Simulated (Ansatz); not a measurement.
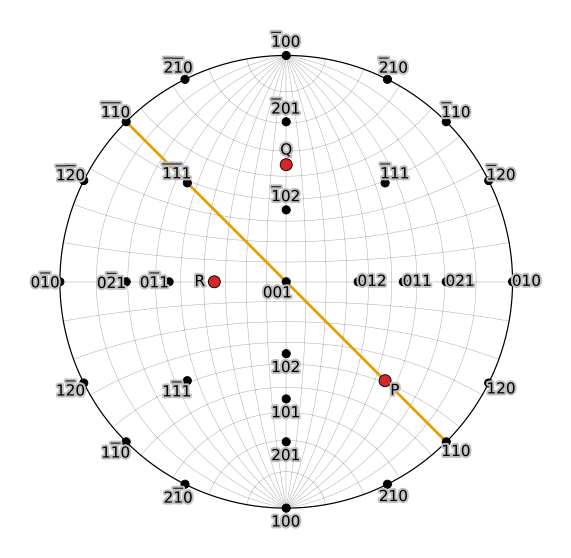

Crystal: HfC, coordinates from a relaxation with DFT PBE, scalar-relativistic, plane waves, PAW in Ansatz. Stereographic projection of plane normals (upper hemisphere) centred on (0 0 1). Symmetry computed with spglib at a tolerance of 0.002 Å; standard conventional cell.

a = 3.290 Å, b = 3.290 Å, c = 4.649 Å, α = 90.00°, β = 90.00°, γ = 90.00°.

Question: Index the poles marked P, Q, R.

Answer: P is (1 1 1), 63.4° from the centre; Q is (−1 0 1), 54.7° from the centre; R is (0 −1 2), 35.2° from the centre.

Question: Which zone does the coloured great circle trace?

Answer: The zone [1 −1 0]: its poles satisfy h − k = 0.

Question: What is the angle between the normals of (1 2 0) and (2 −1 0), and what are their d_hkl = 1/|g|?

Answer: 90.0°; d = 1.471 Å and 1.471 Å.
